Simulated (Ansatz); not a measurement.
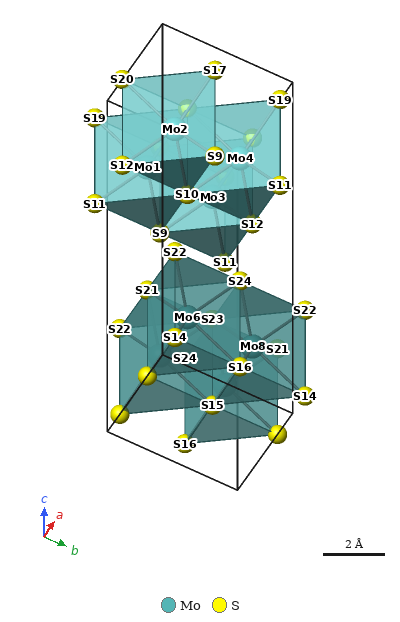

Fig. 1: The structure as given in the input (polyhedral view of the cell of the calculation, seen at an oblique angle; polyhedra are completed across the faces of the cell; atoms are numbered from 1 in the order of the input). An atom can appear more than once, as a periodic image.

**MoS₂: one change and its effect**

System: MoS₂ (P6₃/mmc, 24 atoms in the cell).
Method of the first run: DFT PBE+D3(BJ), scalar-relativistic, plane waves, PAW, no spin polarisation (Ansatz 0.2.0).

The structure derives from a Materials Project entry. Text and figures count atoms from 1; the logs count them from 0 in places.

Input, the first run:
```yaml
crystal:
  lattice:
    - [3.1492766197, -5.4547071124, 0.0]
    - [-6.2985532394, -1.0e-10, 0.0]
    - [0.0, 0.0, -12.0928266346]
  atoms:
    - { symbol: Mo, position: [0.3333333333, 0.1666666667, 0.75] }
    - { symbol: Mo, position: [0.8333333333, 0.1666666667, 0.75] }
    - { symbol: Mo, position: [0.3333333333, 0.6666666667, 0.75] }
    - { symbol: Mo, position: [0.8333333333, 0.6666666667, 0.75] }
    - { symbol: Mo, position: [0.1666666667, 0.3333333333, 0.25] }
    - { symbol: Mo, position: [0.6666666667, 0.3333333333, 0.25] }
    - { symbol: Mo, position: [0.1666666667, 0.8333333333, 0.25] }
    - { symbol: Mo, position: [0.6666666667, 0.8333333333, 0.25] }
    - { symbol: S, position: [0.1666666667, 0.3333333333, 0.6205140352] }
    - { symbol: S, position: [0.6666666667, 0.3333333333, 0.6205140352] }
    - { symbol: S, position: [0.1666666667, 0.8333333333, 0.6205140352] }
    - { symbol: S, position: [0.6666666667, 0.8333333333, 0.6205140352] }
    - { symbol: S, position: [0.3333333333, 0.1666666667, 0.1205140352] }
    - { symbol: S, position: [0.8333333333, 0.1666666667, 0.1205140352] }
    - { symbol: S, position: [0.3333333333, 0.6666666667, 0.1205140352] }
    - { symbol: S, position: [0.8333333333, 0.6666666667, 0.1205140352] }
    - { symbol: S, position: [0.1666666667, 0.3333333333, 0.8794859648] }
    - { symbol: S, position: [0.6666666667, 0.3333333333, 0.8794859648] }
    - { symbol: S, position: [0.1666666667, 0.8333333333, 0.8794859648] }
    - { symbol: S, position: [0.6666666667, 0.8333333333, 0.8794859648] }
    - { symbol: S, position: [0.3333333333, 0.1666666667, 0.3794859649] }
    - { symbol: S, position: [0.8333333333, 0.1666666667, 0.3794859649] }
    - { symbol: S, position: [0.3333333333, 0.6666666667, 0.3794859649] }
    - { symbol: S, position: [0.8333333333, 0.6666666667, 0.3794859649] }
basis:
  ecutwfc: 420
  xc_grid: 2
kpoints:
  mp_grid: { grid: [3, 3, 2], shift: [0.0, 0.0, 0.5] }
hamiltonian:
  xc: pbe
  dispersion: d3bj
scf:
  occupations: { method: gaussian, width: 0.01 }
output:
  forces: true
  stress: true
  eigenvalues: true
```

Launched with:
```bash
ansatz run input.yaml --threads 4 --pin off --max-ram 10240MiB --backend cpu --events-out ev --progress --plain --runs-dir out
```

Hardware: 4 threads of AMD EPYC (Zen 3), 32 GiB of memory available, shared host.

Output, shortened to warnings, some set-up lines, iterations and results (the first run):
```
Basis set: ecut = 420 eV, 8129 PW (Γ), exchange–correlation on 90×90×162 points (8 copies of the dense FFT grid, shifted against one another)
Symmetry: 96 space group operations
k-points: 3 of 18
Initial density: superposition of atomic densities (neutral atoms: chi_scale 0, normalization atom), corrected by the library's trained network
[...]
SCF iter   1: F=—  HF=-54112.339549 eV  |F-HF|=—  |Δ(HF+E_count)|=         —  Δρ=5.66e-3  dr2=3.57e-2  ethr=1.77e-3  ⟨swp⟩=6.0  Hψ=1445  notcnv=0  defer=2
SCF iter   2: F=—  HF=-54112.374492 eV  |F-HF|=—  |Δ(HF+E_count)|=   3.49e-2  Δρ=3.23e-3  dr2=1.09e-2  ethr=1.72e-5  ⟨swp⟩=2.0  Hψ=681  notcnv=0  defer=51
SCF iter   3: F=—  HF=-54112.393043 eV  |F-HF|=—  |Δ(HF+E_count)|=   1.86e-2  Δρ=1.95e-4  dr2=2.15e-4  ethr=5.24e-6  ⟨swp⟩=2.0  Hψ=554  notcnv=0  defer=27
SCF iter   4: F=—  HF=-54112.393100 eV  |F-HF|=—  |Δ(HF+E_count)|=   5.77e-5  Δρ=7.96e-5  dr2=3.20e-5  ethr=1.03e-7  ⟨swp⟩=2.3  Hψ=485  notcnv=0  defer=27
SCF iter   5: F=—  HF=-54112.393187 eV  |F-HF|=—  |Δ(HF+E_count)|=   8.67e-5  Δρ=1.29e-5  dr2=5.89e-7  ethr=1.54e-8  ⟨swp⟩=2.0  Hψ=501  notcnv=0  defer=27
SCF iter   6: F=-54112.393187 eV  HF=-54112.393187 eV  |F-HF|=1.17e-8  |Δ(HF+E_count)|=   3.87e-7  Δρ=3.23e-6  dr2=3.48e-8  ethr=4.81e-11  ⟨swp⟩=8.7  Hψ=1448  notcnv=0
SCF 1 converged in 6 iterations: F = -54112.393187 eV  dr2 = 3.48e-8
SCF converged after 6 iterations
Free energy (F): -54112.393187 eV
Harris-Foulkes:  -54112.393187 eV  (|F-HF|=1.17e-8)
Internal energy: -54112.393187 eV  (E = F + TS)
E sigma→0 (E₀):  -54112.393187 eV
Fermi energy:    11.884100 eV
--- Per-component energies (eV) ---
  E_band       = -1147.707676
  E_kinetic    = 5257.838197
  E_local      = -15050.954555  (includes V_loc(G=0)·N_el)
  E_nonlocal   = 1594.228297
  E_hartree    = 5762.216901
  E_xc         = -3032.223380
  E_vxc        = -3245.848912  (∫ρ·V_xc dr)
  E_paw        = -35212.768454  (= ΣΔE_a)
  E_vpaw       = -1227.393711  (= ΣTr[D̂ρ^β])
  E_aug_tail   = 0.000337  (compensation charges beyond the density's cutoff)
  E_ewald      = -13420.230020
  E_disp       = -10.500511  (pairwise vdW)
  E_smearing   = -0.000000  (= −TS)
  E_closure    = 0.000000  (closes the sum)
  Σ components = -54112.393187   (vs F -54112.393187, Δ=0.00e0)
--- Forces (eV/Å), atoms counted from 1 ---
  atom   1  Mo     0.00000000     0.00000000     0.00000000
  atom   2  Mo     0.00000000     0.00000000    -0.00000000
  atom   3  Mo     0.00000000     0.00000000     0.00000000
  atom   4  Mo    -0.00000000     0.00000000    -0.00000000
  atom   5  Mo    -0.00000000    -0.00000000     0.00000000
  atom   6  Mo    -0.00000000     0.00000000    -0.00000000
  atom   7  Mo    -0.00000000    -0.00000000     0.00000000
  atom   8  Mo    -0.00000000    -0.00000000    -0.00000000
  atom   9  S      0.00000000    -0.00000000     0.00460538
  atom  10  S      0.00000000     0.00000000     0.00460538
  atom  11  S      0.00000000    -0.00000000     0.00460538
  atom  12  S      0.00000000    -0.00000000     0.00460538
  atom  13  S     -0.00000000     0.00000000     0.00460538
  atom  14  S     -0.00000000     0.00000000     0.00460538
  atom  15  S     -0.00000000     0.00000000     0.00460538
  atom  16  S     -0.00000000     0.00000000     0.00460538
  atom  17  S      0.00000000    -0.00000000    -0.00460538
  atom  18  S      0.00000000     0.00000000    -0.00460538
  atom  19  S      0.00000000    -0.00000000    -0.00460538
  atom  20  S      0.00000000    -0.00000000    -0.00460538
  atom  21  S     -0.00000000    -0.00000000    -0.00460538
  atom  22  S     -0.00000000    -0.00000000    -0.00460538
  atom  23  S     -0.00000000    -0.00000000    -0.00460538
  atom  24  S     -0.00000000     0.00000000    -0.00460538
  max |Σ_I F_I| component: 1.10e-16 eV/Å
--- Stress (GPa, compression-positive) ---
       -0.011193      -0.000000      -0.000000
        0.000000      -0.011193      -0.000000
        0.000000       0.000000      -0.018508
  P = ⅓ Tr σ = -0.0136 GPa (-0.136 kbar)
```

For the second run the input was changed thus:
```diff
+  mixing: { algorithm: anderson, beta: 0.7, ndim: 4 }
```

Predict how the results change.

Both reach the same energy, so the change doesn't alter the result. The SCF takes 7 iterations against 6.

Output, shortened to warnings, some set-up lines, iterations and results (the second run):
```
Basis set: ecut = 420 eV, 8129 PW (Γ), exchange–correlation on 90×90×162 points (8 copies of the dense FFT grid, shifted against one another)
Symmetry: 96 space group operations
k-points: 3 of 18
Initial density: superposition of atomic densities (neutral atoms: chi_scale 0, normalization atom), corrected by the library's trained network
[...]
SCF iter   1: F=—  HF=-54112.339549 eV  |F-HF|=—  |Δ(HF+E_count)|=         —  Δρ=5.66e-3  dr2=3.57e-2  ethr=1.77e-3  ⟨swp⟩=6.0  Hψ=1445  notcnv=0  defer=2
SCF iter   2: F=—  HF=-54112.383896 eV  |F-HF|=—  |Δ(HF+E_count)|=   4.43e-2  Δρ=2.30e-3  dr2=6.34e-3  ethr=1.72e-5  ⟨swp⟩=2.0  Hψ=679  notcnv=0  defer=53  κ⁻¹=1.0e0(r=1)
SCF iter   3: F=—  HF=-54112.392435 eV  |F-HF|=—  |Δ(HF+E_count)|=   8.54e-3  Δρ=8.43e-4  dr2=2.89e-3  ethr=3.05e-6  ⟨swp⟩=2.0  Hψ=518  notcnv=0  defer=29  κ⁻¹=2.9e-1(r=2)
SCF iter   4: F=—  HF=-54112.393053 eV  |F-HF|=—  |Δ(HF+E_count)|=   6.18e-4  Δρ=9.86e-5  dr2=2.53e-5  ethr=1.39e-6  ⟨swp⟩=2.0  Hψ=500  notcnv=0  defer=29  κ⁻¹=3.3e-3(r=3)
SCF iter   5: F=—  HF=-54112.393181 eV  |F-HF|=—  |Δ(HF+E_count)|=   1.29e-4  Δρ=4.49e-5  dr2=6.06e-6  ethr=1.22e-8  ⟨swp⟩=2.0  Hψ=533  notcnv=0  defer=29  κ⁻¹=1.0e-3(r=3)
SCF iter   6: F=—  HF=-54112.393187 eV  |F-HF|=—  |Δ(HF+E_count)|=   5.56e-6  Δρ=8.28e-6  dr2=2.75e-7  ethr=2.92e-9  ⟨swp⟩=2.0  Hψ=499  notcnv=0  defer=29  κ⁻¹=3.0e-4(r=3)
SCF iter   7: F=-54112.393187 eV  HF=-54112.393187 eV  |F-HF|=1.03e-7  |Δ(HF+E_count)|=   2.91e-7  Δρ=4.15e-6  dr2=3.19e-8  ethr=4.81e-11  ⟨swp⟩=8.3  Hψ=1428  notcnv=0
SCF 1 converged in 7 iterations: F = -54112.393187 eV  dr2 = 3.19e-8
SCF converged after 7 iterations
Stability not checked: this state was not tested for a lower state beside it, because the mixer in use, unlike msr1, does not test its closes by its own steps (another_mixer; see scf.mixing.algorithm and scf.lower_state_search)
Free energy (F): -54112.393187 eV
Harris-Foulkes:  -54112.393187 eV  (|F-HF|=1.03e-7)
Internal energy: -54112.393187 eV  (E = F + TS)
E sigma→0 (E₀):  -54112.393187 eV
Fermi energy:    11.884096 eV
--- Per-component energies (eV) ---
  E_band       = -1147.707308
  E_kinetic    = 5257.837334
  E_local      = -15050.943534  (includes V_loc(G=0)·N_el)
  E_nonlocal   = 1594.227222
  E_hartree    = 5762.207294
  E_xc         = -3032.223631
  E_vxc        = -3245.849172  (∫ρ·V_xc dr)
  E_paw        = -35212.767679  (= ΣΔE_a)
  E_vpaw       = -1227.394244  (= ΣTr[D̂ρ^β])
  E_aug_tail   = 0.000337  (compensation charges beyond the density's cutoff)
  E_ewald      = -13420.230020
  E_disp       = -10.500511  (pairwise vdW)
  E_smearing   = -0.000000  (= −TS)
  E_closure    = -0.000000  (closes the sum)
  Σ components = -54112.393187   (vs F -54112.393187, Δ=0.00e0)
--- Forces (eV/Å), atoms counted from 1 ---
  atom   1  Mo     0.00000000    -0.00000000     0.00000000
  atom   2  Mo     0.00000000    -0.00000000    -0.00000000
  atom   3  Mo     0.00000000    -0.00000000     0.00000000
  atom   4  Mo     0.00000000    -0.00000000     0.00000000
  atom   5  Mo    -0.00000000     0.00000000     0.00000000
  atom   6  Mo    -0.00000000     0.00000000     0.00000000
  atom   7  Mo    -0.00000000     0.00000000     0.00000000
  atom   8  Mo    -0.00000000     0.00000000     0.00000000
  atom   9  S      0.00000000     0.00000000     0.00460956
  atom  10  S      0.00000000    -0.00000000     0.00460956
  atom  11  S      0.00000000    -0.00000000     0.00460956
  atom  12  S      0.00000000    -0.00000000     0.00460956
  atom  13  S      0.00000000    -0.00000000     0.00460956
  atom  14  S     -0.00000000    -0.00000000     0.00460956
  atom  15  S     -0.00000000    -0.00000000     0.00460956
  atom  16  S     -0.00000000    -0.00000000     0.00460956
  atom  17  S      0.00000000     0.00000000    -0.00460956
  atom  18  S      0.00000000    -0.00000000    -0.00460956
  atom  19  S      0.00000000     0.00000000    -0.00460956
  atom  20  S      0.00000000     0.00000000    -0.00460956
  atom  21  S     -0.00000000     0.00000000    -0.00460956
  atom  22  S     -0.00000000     0.00000000    -0.00460956
  atom  23  S     -0.00000000     0.00000000    -0.00460956
  atom  24  S     -0.00000000    -0.00000000    -0.00460956
  max |Σ_I F_I| component: 3.70e-17 eV/Å
--- Stress (GPa, compression-positive) ---
       -0.011066       0.000000      -0.000000
[...]
```

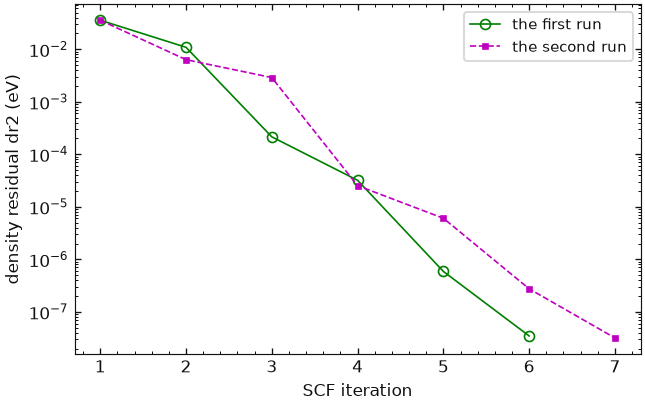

Fig. 2: Convergence of the two runs: density residual dr2 against the SCF iteration. The first run takes 6 iterations in all, and the second run takes 7.

The two runs side by side:

| quantity | the first run | the second run |
| --- | --- | --- |
| outcome | converged | converged |
| free energy per atom (eV) | −2254.6830 | −2254.6830 |
| gap on the mesh (eV) | 0.96 | 0.96 |
| pressure (GPa) | −0.01 | −0.01 |
| largest force (eV/Å) | 0.005 | 0.005 |
| SCF iterations | 6 | 7 |
| irreducible k-points | 3 | 3 |
| plane waves at Γ | 8129 | 8129 |
| wall time (shared host) | 2 s | 2.1 s |
